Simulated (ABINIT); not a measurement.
## Geometry relaxation of ZrB$_{2}$ (part 3 of 3)

ZrB$_{2}$ (P6/mmm, 3 atoms in the cell); Kohn-Sham DFT of a periodic cell, PBEsol, PseudoDojo NC SR PBEsol v0.4.1 standard, no spin polarisation (ABINIT 10.8.3); cutoff 1034.03 eV, 8×8×6 k-mesh, fermi-dirac of 0.05 eV. The structure derives from an entry of the Crystallography Open Database.

Geometry of the input (Å; fractional positions):
```
3.1700  0.0000  0.0000
-1.5850  2.7453  0.0000
0.0000  0.0000  3.5330
Zr 0.0000  0.0000  0.0000
B  0.6667  0.3333  0.5000
B  0.3333  0.6667  0.5000
```

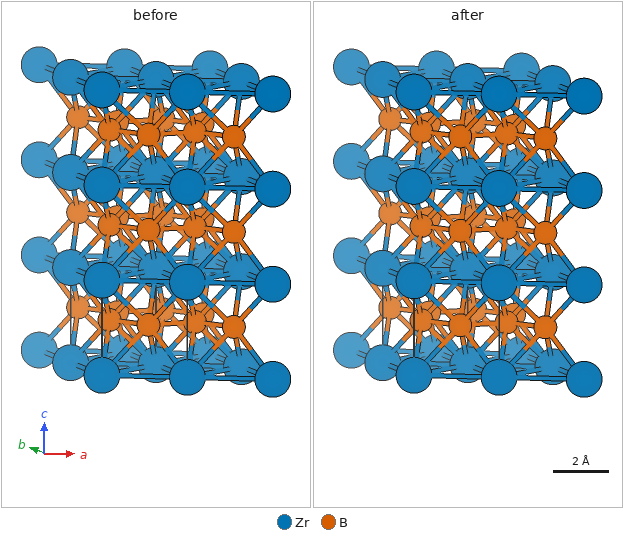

**Figure 1.** Before (left) and after (right) the relaxation, at one scale (ball-and-stick view of the cell of the calculation, repeated 2 × 2 × 3, seen slightly off an axis). After 4 geometry steps the energy has fallen by 5.7 meV per cell of the calculation. All forces vanish by symmetry, so only the cell relaxes. No atom moves by more than 0.005 Å relative to the cell. The volume changes by −1.5 %, with a = b 3.170 → 3.157 Å (−0.4 %), c 3.533 → 3.507 Å (−0.7 %). Among the contacts that change: Zr1–B2 2.544 → 2.529 Å, Zr1–Zr1 3.170 → 3.157 Å, B2–B3 1.830 → 1.823 Å. The space group stays P6/mmm (No. 191). (Atoms are counted from 1 in the order of the input.)

Summary

```tsv
quantity	value
outcome	converged
space group (tolerance 0.01 Å)	P6/mmm (191)
electrons treated	18
free energy	−1539.8749 eV
Fermi energy	12.813 eV
gap on the k-point mesh	none (metallic)
pressure	0.00 GPa
final volume	30.27 Å³
largest force (length of the vector) at the end	under 0.001 eV/Å
final cell	a = 3.157 Å, b = 3.157 Å, c = 3.507 Å, α = 90.00°, β = 90.00°, γ = 120.00°
wall time	43 s (CPU time 2.9 min)
peak memory	0.32 GiB
```
